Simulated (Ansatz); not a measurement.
# Cu: single-point calculation (part 2 of 2)

Cu (slab, 12 atoms in the cell); DFT PBE, scalar-relativistic, plane waves, PAW, PAW set soft_1, no spin polarisation (Ansatz 0.2.0); cutoff 420 eV, 5×5×1 k-mesh, Gaussian smearing of 0.1 eV. The structure derives from an entry of the Crystallography Open Database.

Geometry of the input (Å; fractional positions):
```
5.1320  0.0000  0.0000
0.0000  5.1320  0.0000
0.0000  0.0000  19.0279
Cu 0.2500  0.2500  0.2102
Cu 0.2500  0.7500  0.2102
Cu 0.7500  0.2500  0.2102
Cu 0.7500  0.7500  0.2102
Cu 0.0000  0.0000  0.3029
Cu 0.0000  0.5000  0.3029
Cu 0.5000  0.0000  0.3029
Cu 0.5000  0.5000  0.3029
Cu 0.2500  0.2500  0.3956
Cu 0.2500  0.7500  0.3956
Cu 0.7500  0.2500  0.3956
Cu 0.7500  0.7500  0.3956
```

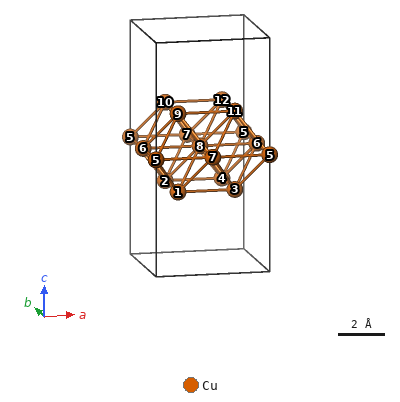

*The structure as given in the input (ball-and-stick view of the cell of the calculation, with the vacuum cut short, seen slightly off an axis; atoms are numbered from 1 in the order of the input). An atom can appear more than once, as a periodic image.*

## Output, continued
```
  k-point 0: bands = ["-111.2233", "-111.2187", "-111.2187", "-111.2143", "-110.7416", "-110.7415", "-110.7372", "-110.7372", "-110.7372", "-110.7372", "-110.7328", "-110.7327", "-68.6245", "-68.6245", "-68.6186", "-68.6186", "-68.5971", "-68.5920", "-68.5920", "-68.5846", "-68.5689", "-68.5689", "-68.5641", "-68.5641", "-68.1646", "-68.1646", "-68.1618", "-68.1618", "-68.1595", "-68.1595", "-68.1582", "-68.1582", "-68.1105", "-68.1105", "-68.1099", "-68.1099", "-68.1064", "-68.1064", "-68.1063", "-68.1063", "-68.0933", "-68.0899", "-68.0883", "-68.0883", "-68.0864", "-68.0864", "-68.0841", "-68.0837", "-7.0399", "-4.4613", "-3.4895", "-3.4895", "-3.2527", "-3.1905", "-3.1190", "-3.1190", "-2.7693", "-2.7424", "-2.6502", "-2.6502", "-2.5462", "-2.5462", "-2.1922", "-1.9256", "-1.7577", "-1.7577", "-1.6078", "-1.6078", "-1.5439", "-1.5317", "-1.5317", "-1.4374", "-1.4374", "-1.4183", "-1.4183", "-1.3405", "-1.3405", "-1.3234", "-1.3234", "-1.3132", "-1.3132", "-0.9033", "-0.7843", "-0.7843", "-0.7255", "-0.6976", "-0.6976", "-0.6671", "-0.4809", "-0.4809", "-0.4217", "-0.3689", "-0.3586", "-0.3586", "-0.3479", "-0.3479", "-0.1943", "-0.1943", "-0.1738", "-0.1738", "-0.1344", "-0.1272", "-0.1218", "-0.0659", "-0.0659", "-0.0327", "-0.0327", "-0.0252", "0.3020", "0.3026", "0.4879", "1.2114", "1.2114", "1.3197", "1.3197", "1.3489", "1.3489", "2.6194", "4.1963", "4.1963", "4.3465", "4.3465", "5.3725", "5.3725", "5.6074", "6.1638", "6.8492", "7.4168", "7.4168", "7.7163", "7.7163", "8.6371", "8.8529", "9.0379", "9.1451", "9.1451", "9.5300"]
  k-point 1: bands = ["-111.2229", "-111.2192", "-111.2183", "-111.2147", "-110.7412", "-110.7411", "-110.7377", "-110.7376", "-110.7368", "-110.7367", "-110.7332", "-110.7331", "-68.6239", "-68.6192", "-68.6191", "-68.6134", "-68.5966", "-68.5925", "-68.5913", "-68.5853", "-68.5743", "-68.5693", "-68.5685", "-68.5646", "-68.1640", "-68.1616", "-68.1598", "-68.1594", "-68.1588", "-68.1570", "-68.1545", "-68.1533", "-68.1155", "-68.1151", "-68.1114", "-68.1113", "-68.1101", "-68.1096", "-68.1068", "-68.1067", "-68.0927", "-68.0897", "-68.0884", "-68.0878", "-68.0871", "-68.0862", "-68.0843", "-68.0841", "-6.8069", "-4.2603", "-4.0203", "-3.3333", "-3.1313", "-3.1205", "-3.1183", "-3.0236", "-2.7292", "-2.6845", "-2.6489", "-2.5791", "-2.5370", "-2.4972", "-2.1053", "-1.9039", "-1.8891", "-1.7940", "-1.7854", "-1.6785", "-1.6413", "-1.5620", "-1.4928", "-1.4745", "-1.3822", "-1.3805", "-1.3582", "-1.3381", "-1.3093", "-1.2968", "-1.2721", "-1.2625", "-1.1305", "-0.9884", "-0.8880", "-0.8220", "-0.8003", "-0.7595", "-0.6454", "-0.6374", "-0.4987", "-0.4775", "-0.4737", "-0.4558", "-0.4366", "-0.4010", "-0.3970", "-0.3960", "-0.3785", "-0.3547", "-0.2308", "-0.2256", "-0.2133", "-0.1789", "-0.1627", "-0.1288", "-0.0875", "-0.0811", "-0.0767", "0.0062", "0.0899", "0.0996", "0.2010", "0.4703", "0.8356", "1.4379", "1.5107", "1.9507", "2.9706", "3.0413", "3.6103", "3.6677", "4.4664", "4.6612", "5.6201", "5.6257", "5.8296", "6.3415", "6.4080", "6.5473", "7.0661", "7.6531", "7.8582", "8.8765", "9.1403", "9.2799", "9.3137", "9.3548", "9.7298"]
  k-point 2: bands = ["-111.2217", "-111.2203", "-111.2172", "-111.2158", "-110.7401", "-110.7400", "-110.7387", "-110.7387", "-110.7357", "-110.7356", "-110.7343", "-110.7343", "-68.6224", "-68.6206", "-68.6054", "-68.5998", "-68.5953", "-68.5937", "-68.5895", "-68.5882", "-68.5872", "-68.5830", "-68.5672", "-68.5658", "-68.1624", "-68.1610", "-68.1604", "-68.1603", "-68.1457", "-68.1442", "-68.1412", "-68.1403", "-68.1288", "-68.1284", "-68.1247", "-68.1243", "-68.1091", "-68.1087", "-68.1078", "-68.1076", "-68.0909", "-68.0893", "-68.0888", "-68.0887", "-68.0867", "-68.0856", "-68.0853", "-68.0849", "-6.1323", "-5.1119", "-3.7472", "-3.2766", "-2.9553", "-2.9141", "-2.8224", "-2.8169", "-2.6965", "-2.6830", "-2.6363", "-2.5976", "-2.5009", "-2.3777", "-2.1807", "-2.0886", "-1.9151", "-1.8835", "-1.8565", "-1.8058", "-1.5791", "-1.4979", "-1.4755", "-1.4142", "-1.3715", "-1.3517", "-1.2936", "-1.2810", "-1.2732", "-1.2604", "-1.2303", "-1.0637", "-1.0239", "-1.0191", "-1.0153", "-0.9925", "-0.9882", "-0.9820", "-0.8688", "-0.7363", "-0.6375", "-0.6136", "-0.6006", "-0.5794", "-0.5791", "-0.5704", "-0.5099", "-0.4981", "-0.4177", "-0.4111", "-0.3752", "-0.3737", "-0.3444", "-0.3313", "-0.2757", "-0.2430", "-0.1712", "-0.1507", "-0.1477", "-0.1218", "-0.0401", "0.0038", "0.0109", "0.0725", "1.5801", "1.9695", "2.0315", "2.5578", "2.6986", "2.7837", "3.1749", "4.0513", "4.6858", "4.8349", "5.3604", "5.5056", "6.3809", "6.4712", "6.4942", "7.1335", "7.6177", "7.6308", "7.7135", "8.2693", "8.3054", "8.8277", "9.0761", "9.1049", "9.5897"]
  k-point 5: bands = ["-111.2202", "-111.2188", "-111.2188", "-111.2174", "-110.7386", "-110.7385", "-110.7372", "-110.7372", "-110.7371", "-110.7371", "-110.7358", "-110.7358", "-68.6034", "-68.6034", "-68.6020", "-68.6014", "-68.5932", "-68.5914", "-68.5914", "-68.5894", "-68.5867", "-68.5860", "-68.5848", "-68.5848", "-68.1438", "-68.1438", "-68.1432", "-68.1432", "-68.1428", "-68.1426", "-68.1418", "-68.1415", "-68.1279", "-68.1274", "-68.1268", "-68.1266", "-68.1260", "-68.1260", "-68.1258", "-68.1258", "-68.0890", "-68.0884", "-68.0876", "-68.0876", "-68.0874", "-68.0874", "-68.0865", "-68.0862", "-5.2738", "-4.3532", "-4.3532", "-3.6508", "-3.0981", "-2.7807", "-2.7807", "-2.5592", "-2.4446", "-2.4036", "-2.2934", "-2.2907", "-2.2736", "-2.2736", "-2.1436", "-2.1436", "-2.0437", "-2.0437", "-2.0088", "-1.8323", "-1.6666", "-1.6574", "-1.5331", "-1.5331", "-1.4981", "-1.4981", "-1.4611", "-1.4430", "-1.1800", "-1.1423", "-1.0270", "-1.0270", "-1.0193", "-1.0193", "-0.9450", "-0.9450", "-0.9349", "-0.8668", "-0.8418", "-0.8418", "-0.8042", "-0.7855", "-0.7580", "-0.6950", "-0.6719", "-0.6719", "-0.6556", "-0.6204", "-0.5899", "-0.5394", "-0.5394", "-0.4850", "-0.4769", "-0.4204", "-0.4087", "-0.4087", "-0.3945", "-0.2724", "-0.2724", "-0.0867", "-0.0867", "-0.0763", "-0.0719", "-0.0212", "0.2635", "0.8256", "0.8256", "1.7062", "2.5661", "3.5993", "3.5993", "4.7185", "5.1882", "6.4141", "6.4141", "7.2070", "7.2152", "7.2152", "7.3842", "7.6211", "8.0908", "8.5056", "8.5056", "8.5887", "9.2172", "9.2172", "9.5841", "9.6929", "9.6929"]
```

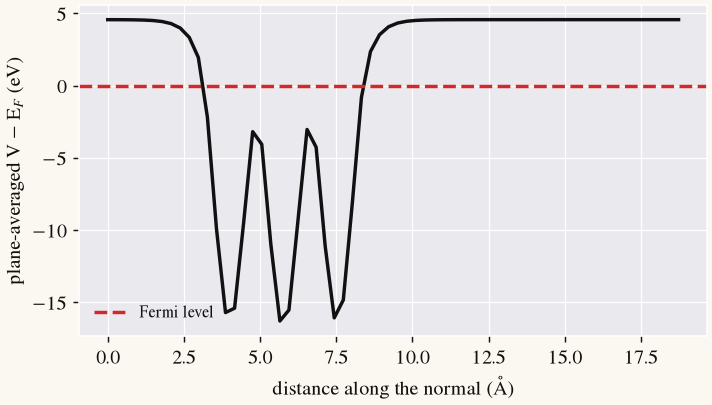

*Plane average of the electrostatic potential energy of an electron across the cell, from the Fermi level.*

The vacuum level lies 4.56 eV above the Fermi level.

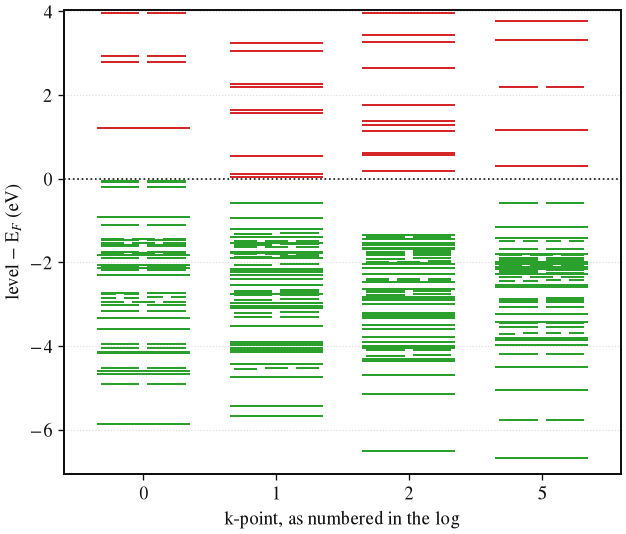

*Kohn–Sham levels near the Fermi level (dotted) at the few k-points that the log prints; levels within 0.02 eV of each other stand side by side.*

The system is metallic on the full mesh.

## Key numbers

| quantity | value |
| --- | --- |
| outcome | converged |
| electrons treated | 228 |
| free energy | −79497.3315 eV |
| work function, top face | 4.56 eV |
| work function, bottom face | 4.56 eV |
| Fermi energy | 1.407 eV |
| gap on the k-point mesh | none (metallic) |
| work function (upper face) | 4.56 eV |
| largest force (length of the vector) | 0.007 eV/Å |
| wall time | 17 s (CPU time 54 s) |
| peak memory | 1.5 GiB |
